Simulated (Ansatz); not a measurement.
Input of the run:

```
crystal:
  lattice:
    - [0.0, 2.4385, 2.4385]
    - [2.4385, 0.0, 2.4385]
    - [2.4385, 2.4385, 0.0]
  atoms:
    - { symbol: "Y", position: [0.0, 0.0, 0.0] }
    - { symbol: "N", position: [0.5, 0.5, 0.5] }
kpoints:
  mp_grid: { grid: [9, 9, 9] }
  band_path:
    path:
      - [0.0, 0.0, 0.0]
      - [0.5, 0.0, 0.5]
      - [0.625, 0.25, 0.625]
      - [0.375, 0.375, 0.75]
      - [0.0, 0.0, 0.0]
      - [0.5, 0.5, 0.5]
      - [0.5, 0.25, 0.75]
      - [0.5, 0.0, 0.5]
    npoints: 8
scf:
  occupations: { method: fermi_dirac, width: 0.03 }
hamiltonian:
  xc: pbe
  pseudopotentials: { kind: all_electron, lapw: { basis_error: 0.0005 } }
output:
  forces: true
  stress: true
  eigenvalues: true
  populations: true
  dos: { projected: true, de: 0.2, e_range: [-14, 8] }
```

Predict the main features of the band structure. The path is Γ–X–U–K–Γ–L–W–X.

A semiconductor. The gap along this path is 0.18 eV and indirect, from the valence-band top at Γ to the conduction-band bottom at X; the smallest direct gap is 0.56 eV, at X. Three bands meet at the valence-band top at Γ: it is triply degenerate (spin aside). The direct gaps are 0.56 eV at X, 3.78 eV at U and 3.78 eV at K.

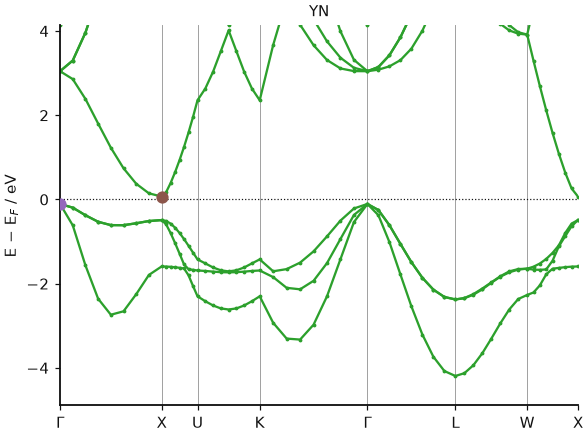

Band structure. Energies are counted from the Fermi level. The path runs straight from each named point to the next.

The picture comes from a calculation with Ansatz.
